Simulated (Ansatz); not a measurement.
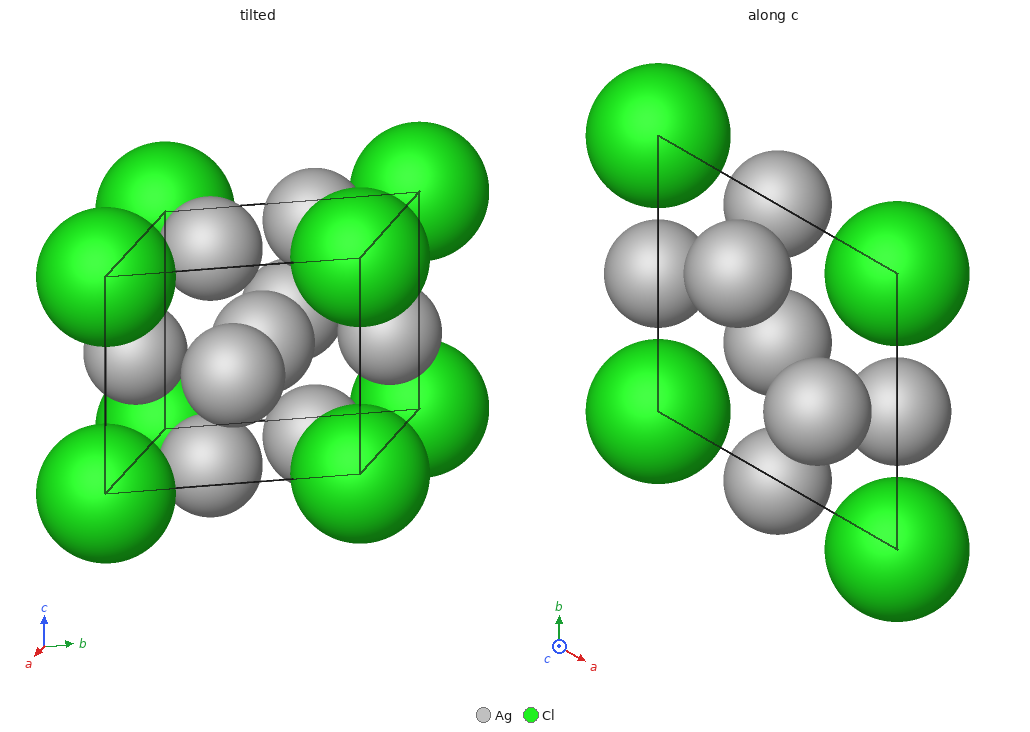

Drawn in the space-filling manner and seen slightly off an axis and along the c axis. The wireframe shows the conventional unit cell. Cell: a = 5.59 Å, b = 5.59 Å, c = 4.71 Å, α = 90.00°, β = 90.00°, γ = 120.00°.

Starting structure: a structure type filled with these elements by a generator (whether the compound takes this form wasn't checked). Earlier steps of the study may have refined or changed the cell and positions. It was run through Ansatz as a DFT input.

> Describe the arrangement of the atoms.

It has the composition Ag5Cl. The atoms follow space group P6/mmm (No. 191); the Bravais lattice is primitive hexagonal. The structure type is CaCu₅ type. It has 6 atoms to the cell (5 Ag, 1 Cl).

The numbers come from DFT PBE, scalar-relativistic, plane waves, PAW (Ansatz), using plane-wave cutoff 420 eV, k-grid 12×12×8, Gaussian smearing of 0.1 eV, no spin polarisation.

> Does it come out as a metal, or with a gap?

A metal: bands cross the Fermi level.

> Predict the Bader charges.

Ag +0.07 to +0.18 e; Cl -0.56 e.

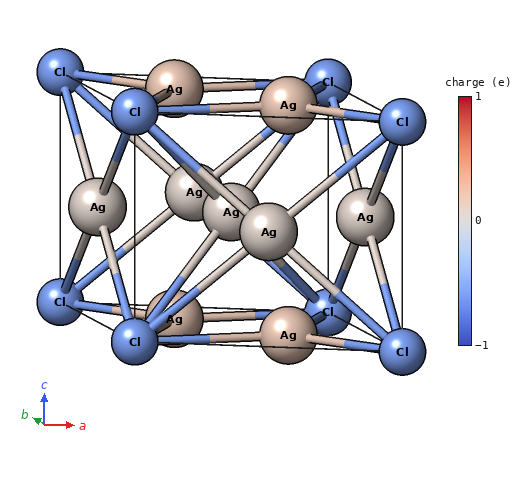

The atoms coloured by those charges. The run's cell of 6 atoms is drawn.

> Is this an equilibrium geometry for the method given?

Yes. All forces vanish to within 0.01 eV/Å. The pressure is 0.0 GPa, close to zero.
